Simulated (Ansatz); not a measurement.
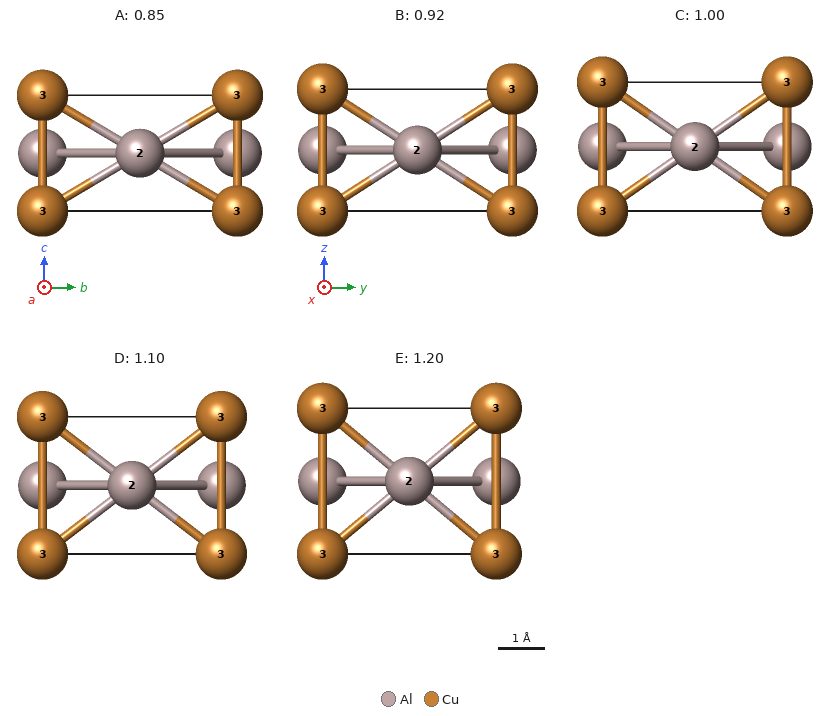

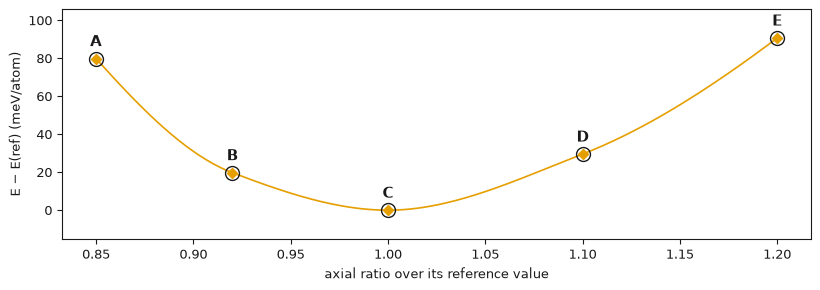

Solid Al₂Cu (P4/mmm): the ratio of the cell's length along z to its lengths across, counted as 1 for the reference, is changed at fixed volume (a c/a path), with the atoms kept at their fractional coordinates. x, y and z are the Cartesian axes of the input. The lettered frames are marked on the plot. Style: ball-and-stick. Shown: the cell of the calculation, along the a axis.

Level of theory: Ansatz, DFT LDA, scalar-relativistic, plane waves, PAW. Settings: plane-wave cutoff 420 eV; k-point mesh 14 × 14 × 18; occupations gaussian; smearing width 0.15 eV; no spin polarisation. Energies (free energies at the smearing named) are counted from the relaxed crystal.

**Describe the profile.**

The lowest computed point lies at the relative ratio 1.00 (0.0 meV/atom). At the ends of the scan the energy is 79.9 meV/atom (0.85) and 90.7 meV/atom (1.20). The distortion keeps the space group P4/mmm. At the relative ratio 1.20 the cell of the drawing goes a 4.043 → 3.804 Å, b 4.043 → 3.804 Å, c 2.822 → 3.187 Å.

The computed points:

| axial ratio over its reference value | E − E(ref) (meV/atom) |
| --- | --- |
| 0.85 | 79.9 |
| 0.92 | 19.8 |
| 1.00 | 0.0 |
| 1.10 | 29.6 |
| 1.20 | 90.7 |
